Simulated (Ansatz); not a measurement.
## Ta$_{5}$C$_{4}$: geometry relaxation (part 1 of 3)

Ta$_{5}$C$_{4}$ (slab, 9 atoms in the cell), computed with DFT PBE, scalar-relativistic, plane waves, PAW, no spin polarisation (Ansatz 0.2.0).

The structure derives from an entry of the Crystallography Open Database. It belongs to a series of runs on one base structure; here: (1 1 1) slab, atoms relaxed. Figures and captions count atoms from 1; the log counts them from 0 in places.

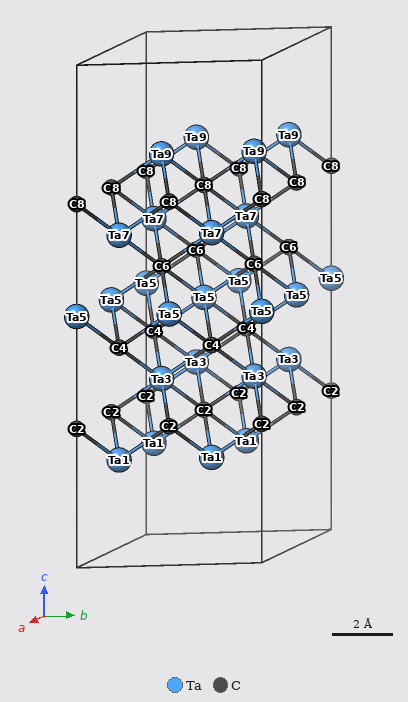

*The starting structure (ball-and-stick view of the 2 × 2 repeat of the cell, with the vacuum cut short, seen slightly off an axis; atoms are numbered from 1 in the order of the input). An atom can appear more than once, as a periodic image.*

The input:
```yaml
crystal:
  lattice:
    - [3.1644852889, 0.0, 0.0]
    - [-1.5822426445, 2.7405246501, 0.0]
    - [0.0, 0.0, 25.3351656753]
  atoms:
    - { symbol: Ta, position: [0.6666666667, 0.3333333333, 0.2960312199] }
    - { symbol: C, position: [0.0, 0.0, 0.3470234149] }
    - { symbol: Ta, position: [0.3333333333, 0.6666666667, 0.3980156099] }
    - { symbol: C, position: [0.6666666667, 0.3333333333, 0.449007805] }
    - { symbol: Ta, position: [0.0, 0.0, 0.5] }
    - { symbol: C, position: [0.3333333333, 0.6666666667, 0.550992195] }
    - { symbol: Ta, position: [0.6666666667, 0.3333333333, 0.6019843901] }
    - { symbol: C, position: [0.0, 0.0, 0.6529765851] }
    - { symbol: Ta, position: [0.3333333333, 0.6666666667, 0.7039687801] }
basis:
  ecutwfc: 420
kpoints:
  mp_grid: { grid: [12, 12, 1] }
hamiltonian:
  xc: pbe
scf:
  occupations: { method: gaussian, width: 0.1 }
output:
  forces: true
  eigenvalues: true
  write_density: true
  write_potential: true
  elf: true
  volumetric_format: npy
relax:
  adjacent_minimum: "off"
  f_tol: 0.02
  max_steps: 60
efield:
  axis: 3
  dipole_correction: true
  ramp_width: 0.04
```

Machine: 1 thread of Intel Xeon @ 2.50GHz (Skylake/Cascade Lake), 192 GiB of memory available, shared host.

Launched with:
```bash
ansatz run input.yaml --threads 1 --pin off --max-ram 2560MiB --backend cpu --events-out ev --progress --plain --runs-dir out
```

The program's output:
```
Engine: ansatz 0.2.0, x86_64-unknown-linux-gnu
Pseudopotentials: kind: paw
Pseudopotential: Ta, paw, valence charge 13, recommended cutoff 420 eV (normal), Ta.paw.azcp
Pseudopotential: C, paw, valence charge 4, recommended cutoff 420 eV (normal), C.paw.azcp
Functional definition: PBE
  parameter kappa = 0.804
  parameter beta = 0.06672455060314922
  exchange = pbe_x(kappa = kappa, mu = beta*pi^2/3)
  correlation = pbe_c(beta = beta)
Crystal: 9 atoms, lattice volume = 219.715 Å³
Basis set: ecut = 420 eV, 4237 PW (Γ), exchange–correlation on 48×48×360 points (8 copies of the dense FFT grid, shifted against one another)
Bands: 50, of which v1, the nominal top of the filled ones, is band 41 counted from 1 (40 counted from 0)
Symmetry: 6 space group operations
k-points: 19 of 144 (time reversal used)
Non-local potential: Ta, projectors of the file, l = 0: 3, l = 1: 2, l = 2: 2, l = 3: 1
Non-local potential: C, projectors of the file, l = 0: 2, l = 1: 2, l = 2: 1
PAW form: soft (Blöchl's): semilocal exchange-correlation on the pseudo side does not see the compensation charge
PAW one-centre angular grid: Ta, 590 points (default); XC on 64 Gauss nodes
PAW one-centre angular grid: C, 110 points (default); XC on 64 Gauss nodes
Initial density: superposition of atomic densities (neutral atoms: chi_scale 0, normalization atom), corrected by the library's trained network
Initial wavefunctions: pseudopotential atomic-orbital guess
Functional: x = pbe(κ = 0.804, μ = 0.2195149727645171), c = pbe(β = 0.06672455060314922)
SCF iter   1: F=—  HF=-50667.379741 eV  |F-HF|=—  |Δ(HF+E_count)|=         —  Δρ=3.97e-3  dr2=1.68e-1  ethr=1.77e-3  p=0.000 e·Å  D=8.89e-14 V/Å  ΔV_dip=-0.00 eV  dr2_dipole=5.31e-6  V_vac-E_F(+/−)=5.34/5.34 eV  ⟨swp⟩=8.3  Hψ=4653  notcnv=0
efield: sawtooth ramp at fractional position 0.9800 (placed from the atoms, in the widest stretch of the axis that holds none; the zero of the levels goes with the place), width 0.0400; the density the first Hamiltonian is built on has a dipole p = 0.000 e·Å; the dipole correction subtracts the counter field D = 8.89e-14 V/Å, which shifts the + side's vacuum level by -0.00 eV against the − side's; the planar-averaged density in the ramp window peaks in size at 8.9e-5 e/Å³
preconditioner: auto → LDOS  [metal: Δε(μ)=0.025 eV  Ē_g=7.369 eV  σ=0.100 eV  W_gap=0.14  n_scr=36 (ndim 8)  ℏωp=16.0 eV  f_vac=0.430  D(μ)=7.79/eV (n_scr^D=74)  β→1.0]
SCF iter   2: F=—  HF=-50667.357575 eV  |F-HF|=—  |Δ(HF+E_count)|=   2.22e-2  Δρ=2.42e-3  dr2=2.27e-2  ethr=2.08e-4  p=0.000 e·Å  D=6.98e-5 V/Å  ΔV_dip=-0.00 eV  dr2_dipole=6.30e-7  V_vac-E_F(+/−)=4.96/4.96 eV  ⟨swp⟩=3.5  Hψ=1826  notcnv=0  defer=22
SCF iter   3: F=—  HF=-50667.356599 eV  |F-HF|=—  |Δ(HF+E_count)|=   9.76e-4  Δρ=6.84e-4  dr2=4.17e-3  ethr=2.80e-5  p=0.000 e·Å  D=4.73e-5 V/Å  ΔV_dip=-0.00 eV  dr2_dipole=8.56e-7  V_vac-E_F(+/−)=4.96/4.96 eV  ⟨swp⟩=2.4  Hψ=1453  notcnv=0  defer=22
SCF iter   4: F=—  HF=-50667.355995 eV  |F-HF|=—  |Δ(HF+E_count)|=   6.04e-4  Δρ=2.35e-4  dr2=7.15e-4  ethr=5.15e-6  p=0.000 e·Å  D=2.38e-5 V/Å  ΔV_dip=-0.00 eV  dr2_dipole=1.04e-7  V_vac-E_F(+/−)=4.90/4.90 eV  ⟨swp⟩=2.5  Hψ=1289  notcnv=0  defer=3
SCF iter   5: F=—  HF=-50667.355936 eV  |F-HF|=—  |Δ(HF+E_count)|=   5.97e-5  Δρ=1.14e-4  dr2=1.11e-4  ethr=8.83e-7  p=0.000 e·Å  D=9.10e-6 V/Å  ΔV_dip=-0.00 eV  dr2_dipole=5.16e-9  V_vac-E_F(+/−)=4.86/4.86 eV  ⟨swp⟩=2.3  Hψ=1215  notcnv=0  defer=3
SCF iter   6: F=—  HF=-50667.355928 eV  |F-HF|=—  |Δ(HF+E_count)|=   7.59e-6  Δρ=3.50e-5  dr2=1.00e-5  ethr=1.38e-7  p=0.000 e·Å  D=1.50e-6 V/Å  ΔV_dip=-0.00 eV  dr2_dipole=4.10e-9  V_vac-E_F(+/−)=4.85/4.85 eV  ⟨swp⟩=2.4  Hψ=1228  notcnv=0  defer=3
SCF iter   7: F=-50667.355928 eV  HF=-50667.355929 eV  |F-HF|=3.55e-7  |Δ(HF+E_count)|=   6.87e-7  Δρ=1.17e-5  dr2=8.60e-7  ethr=1.23e-8  p=-0.000 e·Å  D=-4.35e-8 V/Å  ΔV_dip=0.00 eV  dr2_dipole=9.81e-10  V_vac-E_F(+/−)=4.84/4.84 eV  ⟨swp⟩=23.6  Hψ=10205  notcnv=0
SCF 1 converged in 7 iterations: F = -50667.355928 eV  dr2 = 8.60e-7
  greatest PAW one-centre occupation: 0.999 electrons in one spin orbital (limit 2), on the Ta atom at site 2 (counted from 0), in its partial waves of l = 0
relax step   1: F+E_penalty+E_count = -50667.35592847 eV  Δ(F+E_penalty+E_count) = +0.000e0 eV  max|allowed force component| = 1.834e0 eV/Å  Δτ_max = 0.0000 Å  (7 SCF iters, dr2 threshold 1.00e-5 eV, accepted)
Initial density: handed on by an earlier stage of this run
Initial wavefunctions: those handed on with the density
iter 1 solved again at ethr=2.00e-3 eV; its pass at ethr=3.10e-3 eV (dr2=1.62e0 eV) is discarded
SCF iter   1: F=—  HF=-50667.741219 eV  |F-HF|=—  |Δ(HF+E_count)|=         —  Δρ=1.44e-2  dr2=1.63e0  ethr=2.00e-3  p=-0.000 e·Å  D=-4.36e-8 V/Å  ΔV_dip=0.00 eV  dr2_dipole=5.92e-10  V_vac-E_F(+/−)=4.85/4.85 eV  ⟨swp⟩=1.2  Hψ=3952  notcnv=0  defer=23
efield: sawtooth ramp at fractional position 0.9800 (handed on by an earlier solve), width 0.0400; the density the first Hamiltonian is built on has a dipole p = -0.000 e·Å; the dipole correction subtracts the counter field D = -4.36e-8 V/Å, which shifts the + side's vacuum level by +0.00 eV against the − side's; the planar-averaged density in the ramp window peaks in size at 1.4e-6 e/Å³
preconditioner: auto → LDOS  [metal: Δε(μ)=0.080 eV  Ē_g=7.643 eV  σ=0.100 eV  W_gap=0.40  n_scr=36 (ndim 8)  ℏωp=16.0 eV  f_vac=0.452  D(μ)=3.14/eV (n_scr^D=12)  β→1.0]
SCF iter   2: F=—  HF=-50667.695708 eV  |F-HF|=—  |Δ(HF+E_count)|=   4.55e-2  Δρ=1.01e-2  dr2=1.05e0  ethr=2.00e-3  p=0.000 e·Å  D=6.26e-7 V/Å  ΔV_dip=-0.00 eV  dr2_dipole=1.09e-10  V_vac-E_F(+/−)=4.52/4.52 eV  ⟨swp⟩=4.5  Hψ=2115  notcnv=0  defer=38
SCF iter   3: F=—  HF=-50667.540435 eV  |F-HF|=—  |Δ(HF+E_count)|=   1.55e-1  Δρ=1.29e-3  dr2=1.08e-2  ethr=1.30e-3  p=0.000 e·Å  D=4.82e-7 V/Å  ΔV_dip=-0.00 eV  dr2_dipole=7.73e-12  V_vac-E_F(+/−)=4.66/4.66 eV  ⟨swp⟩=3.0  Hψ=1489  notcnv=0  defer=62
SCF iter   4: F=—  HF=-50667.545732 eV  |F-HF|=—  |Δ(HF+E_count)|=   5.30e-3  Δρ=7.95e-4  dr2=2.84e-3  ethr=1.33e-5  p=0.000 e·Å  D=4.50e-7 V/Å  ΔV_dip=-0.00 eV  dr2_dipole=5.50e-11  V_vac-E_F(+/−)=4.68/4.68 eV  ⟨swp⟩=2.4  Hψ=1591  notcnv=0  defer=59
SCF iter   5: F=—  HF=-50667.545372 eV  |F-HF|=—  |Δ(HF+E_count)|=   3.60e-4  Δρ=2.25e-4  dr2=3.52e-4  ethr=3.50e-6  p=-0.000 e·Å  D=-2.69e-7 V/Å  ΔV_dip=0.00 eV  dr2_dipole=6.74e-11  V_vac-E_F(+/−)=4.68/4.68 eV  ⟨swp⟩=2.5  Hψ=1565  notcnv=0  defer=59
SCF iter   6: F=—  HF=-50667.545379 eV  |F-HF|=—  |Δ(HF+E_count)|=   6.72e-6  Δρ=1.02e-4  dr2=6.51e-5  ethr=1.23e-7  p=-0.000 e·Å  D=-5.43e-8 V/Å  ΔV_dip=0.00 eV  dr2_dipole=4.52e-13  V_vac-E_F(+/−)=4.68/4.68 eV  ⟨swp⟩=24.3  Hψ=11845  notcnv=0
SCF iter   7: F=-50667.545374 eV  HF=-50667.545373 eV  |F-HF|=1.79e-7  |Δ(HF+E_count)|=   5.46e-6  Δρ=2.63e-5  dr2=1.65e-6  ethr=8.03e-8  p=-0.000 e·Å  D=-4.56e-8 V/Å  ΔV_dip=0.00 eV  dr2_dipole=3.36e-15  V_vac-E_F(+/−)=4.69/4.69 eV  ⟨swp⟩=17.8  Hψ=11059  notcnv=0
SCF 2 converged in 7 iterations: F = -50667.545374 eV  dr2 = 1.65e-6
relax step   2: F+E_penalty+E_count = -50667.54537362 eV  Δ(F+E_penalty+E_count) = -1.894e-1 eV  max|allowed force component| = 1.424e0 eV/Å  Δτ_max = 0.1963 Å  (7 SCF iters, dr2 threshold 1.00e-4 eV, accepted)
iter 1 solved again at ethr=4.90e-4 eV; its pass at ethr=3.10e-3 eV (dr2=3.97e-1 eV) is discarded
SCF iter   1: F=—  HF=-50667.742681 eV  |F-HF|=—  |Δ(HF+E_count)|=         —  Δρ=6.39e-3  dr2=3.93e-1  ethr=4.90e-4  p=-0.000 e·Å  D=-4.56e-8 V/Å  ΔV_dip=0.00 eV  dr2_dipole=6.54e-12  V_vac-E_F(+/−)=4.67/4.67 eV  ⟨swp⟩=1.9  Hψ=3060  notcnv=0  defer=56
efield: sawtooth ramp at fractional position 0.9800 (handed on by an earlier solve), width 0.0400; the density the first Hamiltonian is built on has a dipole p = -0.000 e·Å; the dipole correction subtracts the counter field D = -4.56e-8 V/Å, which shifts the + side's vacuum level by +0.00 eV against the − side's; the planar-averaged density in the ramp window peaks in size at 3.7e-6 e/Å³
preconditioner: auto → LDOS  [metal: Δε(μ)=0.019 eV  Ē_g=7.467 eV  σ=0.100 eV  W_gap=0.11  n_scr=36 (ndim 8)  ℏωp=16.0 eV  f_vac=0.441  D(μ)=4.44/eV (n_scr^D=14)  β→1.0]
SCF iter   2: F=—  HF=-50667.710205 eV  |F-HF|=—  |Δ(HF+E_count)|=   3.25e-2  Δρ=4.15e-3  dr2=1.83e-1  ethr=4.85e-4  p=0.000 e·Å  D=2.27e-8 V/Å  ΔV_dip=-0.00 eV  dr2_dipole=1.81e-11  V_vac-E_F(+/−)=4.78/4.78 eV  ⟨swp⟩=3.0  Hψ=1511  notcnv=0  defer=56
SCF iter   3: F=—  HF=-50667.695003 eV  |F-HF|=—  |Δ(HF+E_count)|=   1.52e-2  Δρ=9.68e-4  dr2=9.17e-3  ethr=2.26e-4  p=-0.000 e·Å  D=-5.34e-8 V/Å  ΔV_dip=0.00 eV  dr2_dipole=4.32e-12  V_vac-E_F(+/−)=4.74/4.74 eV  ⟨swp⟩=2.4  Hψ=1453  notcnv=0  defer=54
SCF iter   4: F=—  HF=-50667.693779 eV  |F-HF|=—  |Δ(HF+E_count)|=   1.22e-3  Δρ=4.73e-4  dr2=1.41e-3  ethr=1.13e-5  p=-0.000 e·Å  D=-2.45e-7 V/Å  ΔV_dip=0.00 eV  dr2_dipole=2.63e-11  V_vac-E_F(+/−)=4.75/4.75 eV  ⟨swp⟩=3.0  Hψ=1530  notcnv=0  defer=54
SCF iter   5: F=—  HF=-50667.693637 eV  |F-HF|=—  |Δ(HF+E_count)|=   1.42e-4  Δρ=1.41e-4  dr2=3.23e-4  ethr=1.75e-6  p=-0.000 e·Å  D=-7.63e-8 V/Å  ΔV_dip=0.00 eV  dr2_dipole=1.25e-12  V_vac-E_F(+/−)=4.74/4.74 eV  ⟨swp⟩=2.0  Hψ=1174  notcnv=0  defer=54
SCF iter   6: F=-50667.693627 eV  HF=-50667.693627 eV  |F-HF|=1.35e-8  |Δ(HF+E_count)|=   1.05e-5  Δρ=2.70e-5  dr2=2.19e-6  ethr=1.23e-7  p=0.000 e·Å  D=1.34e-9 V/Å  ΔV_dip=-0.00 eV  dr2_dipole=8.97e-13  V_vac-E_F(+/−)=4.74/4.74 eV  ⟨swp⟩=24.2  Hψ=11550  notcnv=0
SCF 3 converged in 6 iterations: F = -50667.693627 eV  dr2 = 2.19e-6
  greatest PAW one-centre occupation: 0.999 electrons in one spin orbital (limit 2), on the Ta atom at site 6 (counted from 0), in its partial waves of l = 0
relax step   3: F+E_penalty+E_count = -50667.69362687 eV  Δ(F+E_penalty+E_count) = -1.483e-1 eV  max|allowed force component| = 4.578e-1 eV/Å  Δτ_max = 0.0694 Å  (6 SCF iters, dr2 threshold 1.00e-4 eV, accepted)
```
